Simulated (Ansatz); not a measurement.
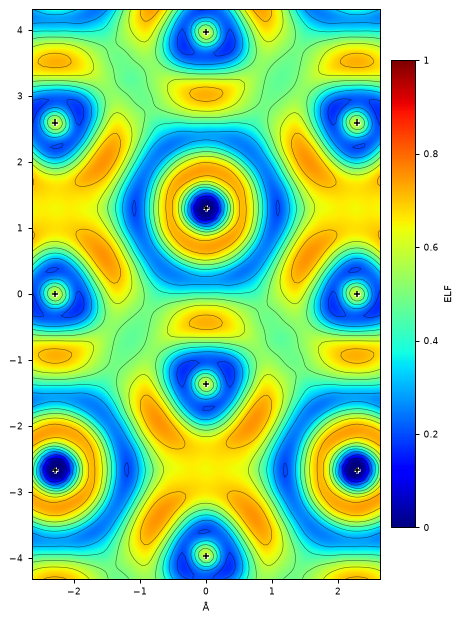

The ELF on a plane through atoms (crosses mark nuclei in the plane).

Method: Ansatz 0.2.0, DFT r2SCAN, scalar-relativistic, plane waves, PAW.

Candidates:
A. AlCu$_{3}$, a = 5.78 Å, b = 5.78 Å, c = 5.78 Å, α = 90.00°, β = 90.00°, γ = 90.00°. Space group Fm-3m; a structure from a database of computed crystals, not necessarily the ambient phase; computed without spin polarisation.
B. Si$_{2}$W, a = 4.58 Å, b = 4.58 Å, c = 6.61 Å, α = 90.00°, β = 90.00°, γ = 120.00°. Space group P6₂22; a structure from a database of computed crystals, not necessarily the ambient phase.

### Which candidate gave the map?

Candidate B: Si$_{2}$W on the (001) plane of the conventional cell, which holds Si and W. Si–W (2.63 Å): the ELF peaks at about 0.75 in the valence shell of Si, 0.9 Å from its nucleus, and is about 0.45 at the midpoint. Si–Si (2.67 Å): the ELF peaks at about 0.50 in the valence shell of Si, 1.0 Å from its nucleus, and is about 0.45 at the midpoint.
